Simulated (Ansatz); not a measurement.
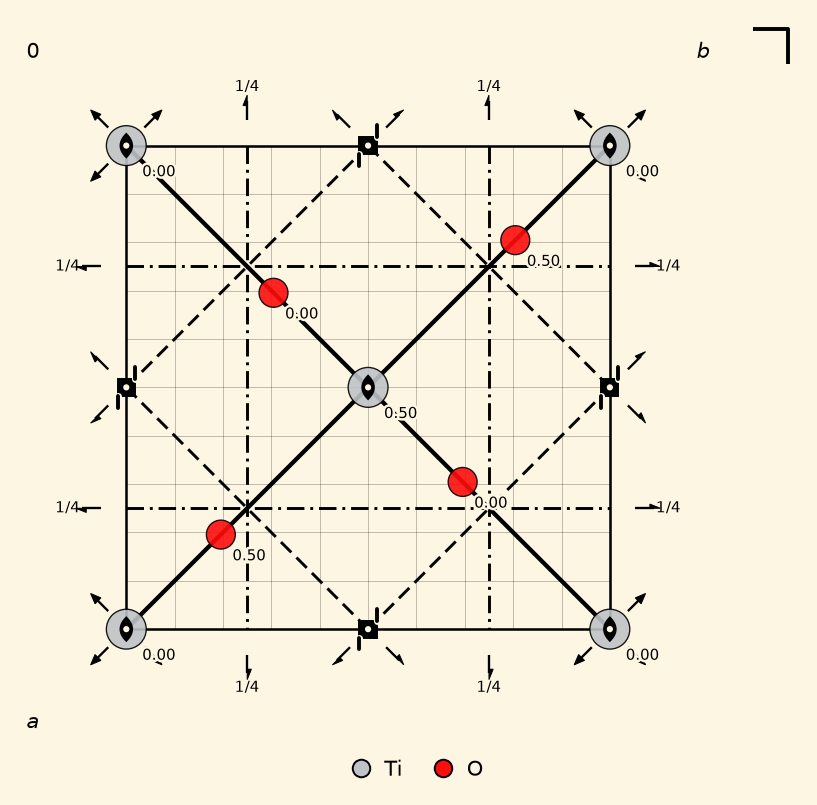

Plan of a unit cell projected along c (a down the page, b across); the numbers are heights as fractions of c, and atoms on the cell's edges are repeated. The grid marks tenths of a and b. The symmetry elements are drawn over the atoms. Graphical symbols as in the International Tables (origin upper left, heights as fractions; handed screw axes are marked by their printed symbols). Source: the end point of a relaxation in a fixed cell with DFT PBEsol, scalar-relativistic, plane waves, PAW in Ansatz. Geometry calculated from the standardised cell; symmetry tolerance 0.002 Å.

a = 4.591 Å, b = 4.591 Å, c = 2.939 Å, α = 90.00°, β = 90.00°, γ = 90.00°.

What does the cell contain?

Answer. 2 Ti, 4 O: TiO2, Z = 2.

Which space group?

Answer. P4_2/mnm, No. 136, primitive tetragonal.

Give the fractional coordinates of all atoms, to two places.

Answer.
| atom | x | y | z |
| --- | --- | --- | --- |
| Ti | 0.00 | 0.00 | 0.00 |
| Ti | 0.50 | 0.50 | 0.50 |
| O | 0.30 | 0.30 | 0.00 |
| O | 0.80 | 0.20 | 0.50 |
| O | 0.20 | 0.80 | 0.50 |
| O | 0.70 | 0.70 | 0.00 |
